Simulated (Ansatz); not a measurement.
# Two runs on P

System: P (4 atoms in the cell).
Method of the first run: DFT PBEsol, scalar-relativistic, plane waves, PAW, no spin polarisation (Ansatz 0.2.0).

The structure derives from a Materials Project entry. Text and figures count atoms from 1; the logs count them from 0 in places.

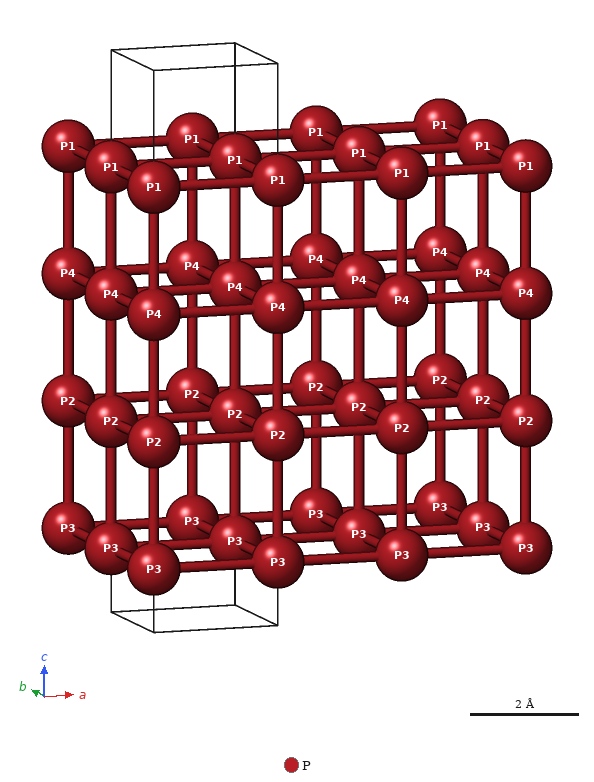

The structure as given in the input (ball-and-stick view of the cell of the calculation, repeated 3 × 2 × 1, seen slightly off an axis; atoms are numbered from 1 in the order of the input). An atom can appear more than once, as a periodic image. Near neighbours in the periodic cell (some may lie outside the picture): P has 5 P at 2.40 to 2.43 Å; P has 6 P at 2.40 to 2.43 Å.

**The input, the first run**
```yaml
crystal:
  lattice:
    - [-2.4347371633, 0.0, -0.0052449062]
    - [0.0, -2.4346254889, 0.0]
    - [-0.0219586072, 0.0, 10.5858927852]
  atoms:
    - { symbol: P, position: [0.9999712961, 0.0, 0.7923430019] }
    - { symbol: P, position: [0.9999876983, 0.0, 0.3395755722] }
    - { symbol: P, position: [-4.1006e-06, 0.0, 0.1131918574] }
    - { symbol: P, position: [-2.05028e-05, 0.0, 0.565959287] }
basis:
  ecutwfc: 420
kpoints:
  mp_grid: { grid: [24, 24, 6] }
hamiltonian:
  xc: pbesol
scf:
  occupations: { method: gaussian, width: 0.15 }
output:
  forces: true
  stress: true
  eigenvalues: true
```

Command:
```bash
ansatz run input.yaml --threads 2 --pin off --max-ram 5120MiB --backend cpu --events-out ev --progress --plain --runs-dir out
```

Hardware: 2 threads of Intel Xeon @ 2.50GHz (Skylake/Cascade Lake), 32 GiB of memory available, shared host.

**Output, shortened to warnings, some set-up lines, iterations and results (the first run)**
```
Basis set: ecut = 420 eV, 1203 PW (Γ), exchange–correlation on 36×36×144 points (8 copies of the dense FFT grid, shifted against one another)
Symmetry: 4 space group operations
k-points: 962 of 3456
Initial density: superposition of atomic densities (neutral atoms: chi_scale 0, normalization atom), corrected by the library's trained network
[...]
SCF iter   1: F=—  HF=-2959.904412 eV  |F-HF|=—  |Δ(HF+E_count)|=         —  Δρ=3.96e-3  dr2=1.64e-2  ethr=1.77e-3  ⟨swp⟩=6.4  Hψ=91005  notcnv=0
SCF iter   2: F=—  HF=-2959.902718 eV  |F-HF|=—  |Δ(HF+E_count)|=   1.69e-3  Δρ=2.31e-3  dr2=6.47e-3  ethr=8.21e-5  ⟨swp⟩=1.2  Hψ=21575  notcnv=0  defer=13
SCF iter   3: F=—  HF=-2959.902241 eV  |F-HF|=—  |Δ(HF+E_count)|=   4.77e-4  Δρ=3.25e-4  dr2=6.14e-4  ethr=3.24e-5  ⟨swp⟩=2.4  Hψ=18758  notcnv=0  defer=13
SCF iter   4: F=—  HF=-2959.902197 eV  |F-HF|=—  |Δ(HF+E_count)|=   4.43e-5  Δρ=1.62e-4  dr2=8.00e-5  ethr=3.07e-6  ⟨swp⟩=2.1  Hψ=17570  notcnv=0  defer=13
SCF iter   5: F=—  HF=-2959.902185 eV  |F-HF|=—  |Δ(HF+E_count)|=   1.21e-5  Δρ=5.32e-5  dr2=3.84e-6  ethr=4.00e-7  ⟨swp⟩=2.0  Hψ=16726  notcnv=0  defer=13
SCF iter   6: F=—  HF=-2959.902185 eV  |F-HF|=—  |Δ(HF+E_count)|=   1.34e-7  Δρ=1.94e-5  dr2=1.00e-6  ethr=1.92e-8  ⟨swp⟩=2.0  Hψ=19585  notcnv=0  defer=13
SCF iter   7: F=—  HF=-2959.902185 eV  |F-HF|=—  |Δ(HF+E_count)|=   5.11e-8  Δρ=8.52e-6  dr2=1.77e-7  ethr=5.01e-9  ⟨swp⟩=1.4  Hψ=15867  notcnv=0  defer=13
SCF iter   8: F=-2959.902185 eV  HF=-2959.902185 eV  |F-HF|=1.07e-9  |Δ(HF+E_count)|=   8.36e-9  Δρ=9.64e-7  dr2=1.75e-9  ethr=5.00e-10  ⟨swp⟩=6.1  Hψ=63603  notcnv=0
SCF 1 converged in 8 iterations: F = -2959.902185 eV  dr2 = 1.75e-9
SCF converged after 8 iterations
Free energy (F): -2959.902185 eV
Harris-Foulkes:  -2959.902185 eV  (|F-HF|=1.07e-9)
Internal energy: -2959.889241 eV  (E = F + TS)
E sigma→0 (E₀):  -2959.895713 eV
Entropy (-TS):   -0.012944 eV (-3.236 meV/atom)
Fermi energy:    9.804549 eV
--- Per-component energies (eV) ---
  E_band       = 63.411732
  E_kinetic    = 283.699527
  E_local      = -217.800504  (includes V_loc(G=0)·N_el)
  E_nonlocal   = 134.132467
  E_hartree    = 69.498655
  E_xc         = -245.885419
  E_vxc        = -245.428846  (∫ρ·V_xc dr)
  E_paw        = -2215.969899  (= ΣΔE_a)
  E_vpaw       = -30.187918  (= ΣTr[D̂ρ^β])
  E_aug_tail   = 0.000013  (compensation charges beyond the density's cutoff)
  E_ewald      = -767.748464
  E_core_change = 0.184384  (= ΣΔE_core)
  E_smearing   = -0.012944  (= −TS)
  E_closure    = -0.000000  (closes the sum)
  Σ components = -2959.902185   (vs F -2959.902185, Δ=0.00e0)
--- Forces (eV/Å), atoms counted from 1 ---
  atom   1  P     -0.00015011    -0.00000000    -0.02657648
  atom   2  P      0.00119233    -0.00000000    -0.58529756
  atom   3  P      0.00015011     0.00000000     0.02657648
  atom   4  P     -0.00119233     0.00000000     0.58529756
  max |Σ_I F_I| component: 0.00e0 eV/Å
--- Stress (GPa, compression-positive) ---
       -2.741600       0.000000      -0.002445
        0.000000      -2.730311       0.000000
       -0.002445       0.000000      -3.516689
  P = ⅓ Tr σ = -2.9962 GPa (-29.962 kbar)
```

For the second run the input was changed thus:
```diff
-    - [-0.0219586072, 0.0, 10.5858927852]
+    - [-0.0208815107, 0.0, 10.0858939454]
-    - { symbol: P, position: [0.9999712961, 0.0, 0.7923430019] }
-    - { symbol: P, position: [0.9999876983, 0.0, 0.3395755722] }
-    - { symbol: P, position: [-4.1006e-06, 0.0, 0.1131918574] }
-    - { symbol: P, position: [-2.05028e-05, 0.0, 0.565959287] }
+    - { symbol: P, position: [0.9999849366, 0.0, 0.8316226785] }
+    - { symbol: P, position: [0.9999935442, 0.0, 0.3564097194] }
+    - { symbol: P, position: [-2.1519e-06, 0.0, 0.1188032398] }
+    - { symbol: P, position: [-1.07596e-05, 0.0, 0.594016199] }
```

What does this change do to the results?

With the same functional and potentials, the second run lies 43.1 meV per atom lower. The largest force goes from 0.585 to 0.504 eV/Å. The volume per atom goes from 15.69 to 14.95 Å³. The SCF takes 6 iterations against 8. The plane waves at Γ go from 1203 to 1145.

**Output, shortened to warnings, some set-up lines, iterations and results (the second run)**
```
Basis set: ecut = 420 eV, 1145 PW (Γ), exchange–correlation on 36×36×144 points (8 copies of the dense FFT grid, shifted against one another)
Symmetry: 4 space group operations
k-points: 962 of 3456
Initial density: superposition of atomic densities (neutral atoms: chi_scale 0, normalization atom), corrected by the library's trained network
[...]
SCF iter   1: F=—  HF=-2960.076294 eV  |F-HF|=—  |Δ(HF+E_count)|=         —  Δρ=2.92e-3  dr2=8.99e-3  ethr=1.77e-3  ⟨swp⟩=6.2  Hψ=88251  notcnv=0
SCF iter   2: F=—  HF=-2960.075125 eV  |F-HF|=—  |Δ(HF+E_count)|=   1.17e-3  Δρ=1.68e-3  dr2=3.75e-3  ethr=4.50e-5  ⟨swp⟩=1.4  Hψ=22607  notcnv=0  defer=7
SCF iter   3: F=—  HF=-2960.074640 eV  |F-HF|=—  |Δ(HF+E_count)|=   4.85e-4  Δρ=3.01e-4  dr2=7.62e-4  ethr=1.88e-5  ⟨swp⟩=2.3  Hψ=18445  notcnv=0  defer=7
SCF iter   4: F=—  HF=-2960.074586 eV  |F-HF|=—  |Δ(HF+E_count)|=   5.46e-5  Δρ=1.03e-4  dr2=2.06e-5  ethr=3.81e-6  ⟨swp⟩=1.8  Hψ=15162  notcnv=0  defer=7
SCF iter   5: F=—  HF=-2960.074577 eV  |F-HF|=—  |Δ(HF+E_count)|=   9.33e-6  Δρ=2.92e-5  dr2=4.58e-7  ethr=1.03e-7  ⟨swp⟩=2.1  Hψ=18073  notcnv=0  defer=7
SCF iter   6: F=-2960.074577 eV  HF=-2960.074577 eV  |F-HF|=1.09e-8  |Δ(HF+E_count)|=   2.68e-7  Δρ=6.18e-6  dr2=3.46e-8  ethr=5.00e-10  ⟨swp⟩=7.4  Hψ=75543  notcnv=0
SCF 1 converged in 6 iterations: F = -2960.074577 eV  dr2 = 3.46e-8
SCF converged after 6 iterations
Free energy (F): -2960.074577 eV
Harris-Foulkes:  -2960.074577 eV  (|F-HF|=1.09e-8)
Internal energy: -2960.060973 eV  (E = F + TS)
E sigma→0 (E₀):  -2960.067775 eV
Entropy (-TS):   -0.013604 eV (-3.401 meV/atom)
Fermi energy:    10.545283 eV
--- Per-component energies (eV) ---
  E_band       = 76.961950
  E_kinetic    = 284.732850
  E_local      = -134.355718  (includes V_loc(G=0)·N_el)
  E_nonlocal   = 133.916900
  E_hartree    = 34.555630
  E_xc         = -246.523860
  E_vxc        = -246.280806  (∫ρ·V_xc dr)
  E_paw        = -2215.941975  (= ΣΔE_a)
  E_vpaw       = -30.162721  (= ΣTr[D̂ρ^β])
  E_aug_tail   = 0.000013  (compensation charges beyond the density's cutoff)
  E_ewald      = -816.629197
  E_core_change = 0.184384  (= ΣΔE_core)
  E_smearing   = -0.013604  (= −TS)
  E_closure    = 0.000000  (closes the sum)
  Σ components = -2960.074577   (vs F -2960.074577, Δ=0.00e0)
--- Forces (eV/Å), atoms counted from 1 ---
  atom   1  P     -0.00061405    -0.00000000     0.22302174
  atom   2  P      0.00102445     0.00000000    -0.50377391
  atom   3  P      0.00061405     0.00000000    -0.22302174
  atom   4  P     -0.00102445    -0.00000000     0.50377391
  max |Σ_I F_I| component: 2.17e-19 eV/Å
--- Stress (GPa, compression-positive) ---
       -2.440587       0.000000      -0.001267
        0.000000      -2.429170      -0.000000
       -0.001267      -0.000000      -4.155492
  P = ⅓ Tr σ = -3.0084 GPa (-30.084 kbar)
```

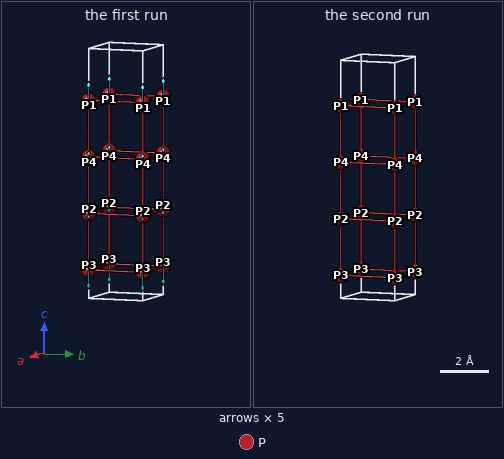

The two input geometries at one scale (ball-and-stick view of the cell of the calculation, seen slightly off an axis). The teal arrows on the first give the shifts of the atoms relative to the cell, with their mean removed, magnified 5 times. The largest moves relative to the cell, 0.17 Å, are those of P1 and P3. (The mean shift of all atoms is removed.) The drawn cell changes as follows: a = b stay at 2.435 Å, c 10.586 → 10.086 Å (−4.7 %); the volume changes by −4.7 %.

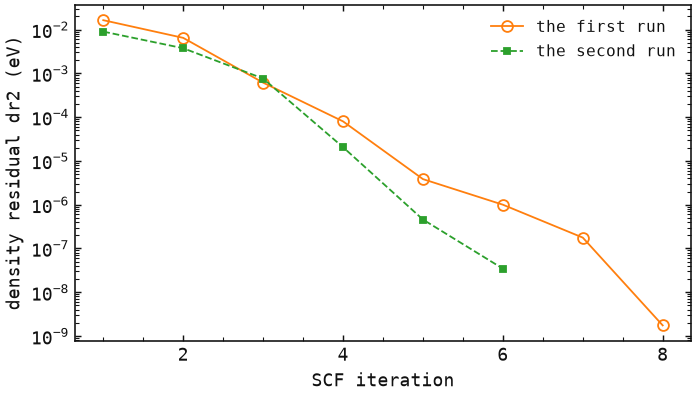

Convergence of the two runs: density residual dr2 against the SCF iteration. The first run takes 8 iterations in all, and the second run takes 6.

**The two runs side by side**

```csv
quantity,the first run,the second run
outcome,converged,converged
free energy per atom (eV),−739.9755,−740.0186
"energy per atom, smearing taken to zero (eV)",−739.9739,−740.0169
gap on the mesh (eV),0.00,0.00
pressure (GPa),−3.00,−3.01
volume per atom (Å³),15.69,14.95
largest force (eV/Å),0.585,0.504
SCF iterations,8,6
irreducible k-points,962,962
plane waves at Γ,1203,1145
wall time (shared host),32 s,26 s
```
